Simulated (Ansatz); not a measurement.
**CdSe: density, localisation and related maps**

```
CELL_PARAMETERS angstrom
0.00000 -6.08262 0.00000
0.00000 0.00000 -6.08262
6.08262 0.00000 0.00000
ATOMIC_POSITIONS crystal
Cd 0.24151 0.00000 0.50000
Cd 0.74151 0.50000 0.50000
Cd 0.75849 0.00000 0.00000
Cd 0.25849 0.50000 0.00000
Se 0.50000 0.26644 0.25000
Se 0.00000 0.76644 0.25000
Se 0.00000 0.23356 0.75000
Se 0.50000 0.73356 0.75000
```

Space group C222₁; a structure from a database of computed crystals, not necessarily the ambient phase; not relaxed (largest force 1.0 eV/Å).

Level of theory: DFT PBEsol, scalar-relativistic, plane waves, PAW in Ansatz.

The density is the valence pseudo-density of a PAW calculation; it isn't the true density close to the nuclei.

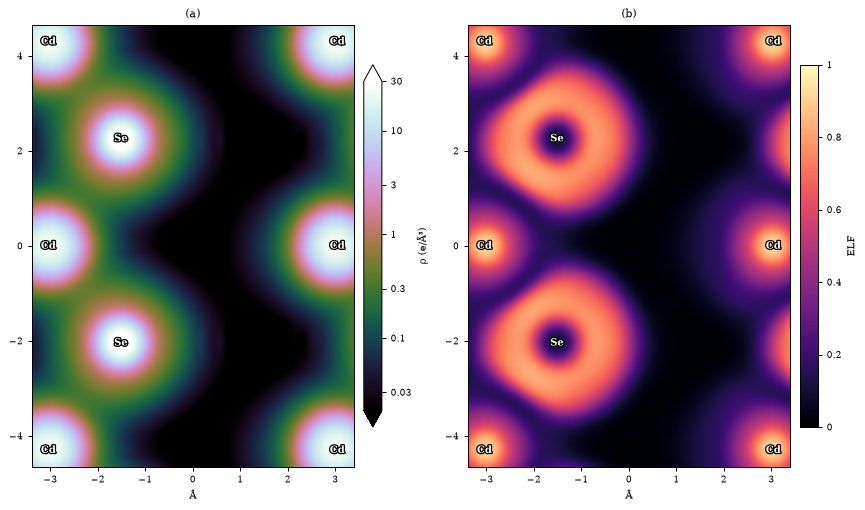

Figure 1. (a) valence electron density; (b) ELF on the (110) plane of the conventional cell.

Interpret the plot.

The plane passes through Cd and Se nuclei.
Cd–Se (2.55 Å): the density is about 0.45 e/Å³ at the midpoint; the ELF is about 0.40 at the midpoint.
Cd–Se (2.72 Å): ρ is about 0.33 e/Å³ halfway; the ELF is about 0.40 at the midpoint and 0.15 at its lowest between the atoms.
Between the atoms the lowest density in this plane is 0.005 e/Å³.
The features right at Cd lie inside the PAW spheres, where the map follows smoothed inner orbitals and isn't to be read closely.

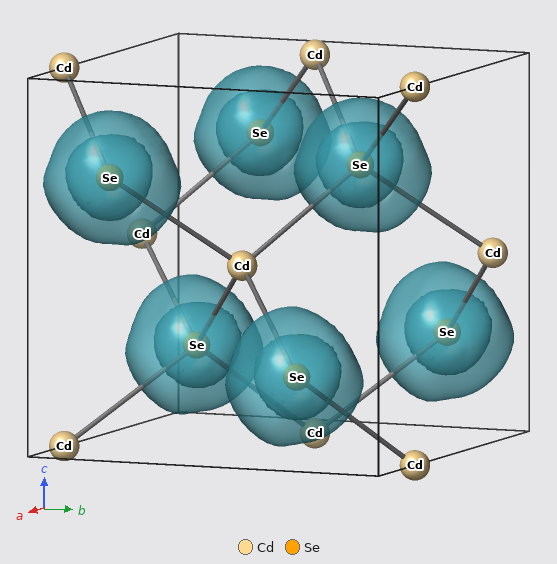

Figure 2. Isosurface of the ELF at 0.75 (cyan), seen slightly off an axis. Only the valence region is drawn (cores and ρ < 0.01 e/Å³ removed). Sticks mark near contacts.

What do the ELF domains correspond to?

The ELF exceeds this value in four regions wrapped around Se (the valence shell of each), counted in one cell of 8 atoms. Any copies at cell faces, edges or corners count once.

Metal or insulator at this level of theory?

It is gapped, with a Kohn–Sham gap of 0.47 eV on the k-point mesh, an upper bound to the gap of this method.
